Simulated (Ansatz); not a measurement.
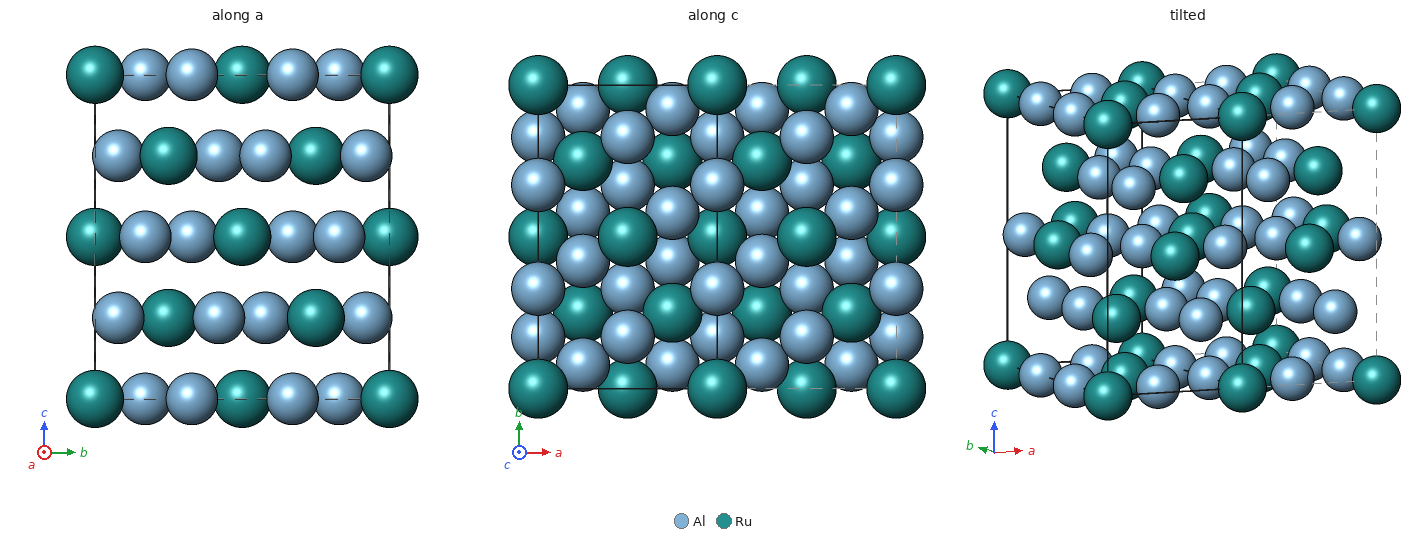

We look at a spheres-only model of the crystal along the a axis, along the c axis and slightly off an axis. The picture spans 2×1×1 cells, one conventional unit cell being drawn with solid lines. Cell: a = 4.705 Å, b = 7.980 Å, c = 8.783 Å, α = 90.00°, β = 90.00°, γ = 90.00°.

The stoichiometry is Al₂Ru. The atoms follow space group Fddd (No. 70); the Bravais lattice is face-centred orthorhombic. Cell content 16 Al, 8 Ru; Z = 8. About every Al there are five Al and five Ru (about 2.6 to 2.7 Å to Al, 2.6 to 2.7 Å to Ru). Ru is coordinated by ten Al at about 2.6 to 2.7 Å. Not all metal-metal contacts are counted.

The structure was taken from a structure listed in the Materials Project. Earlier steps of the study may have refined or changed the cell and positions. It went into a calculation with Ansatz.
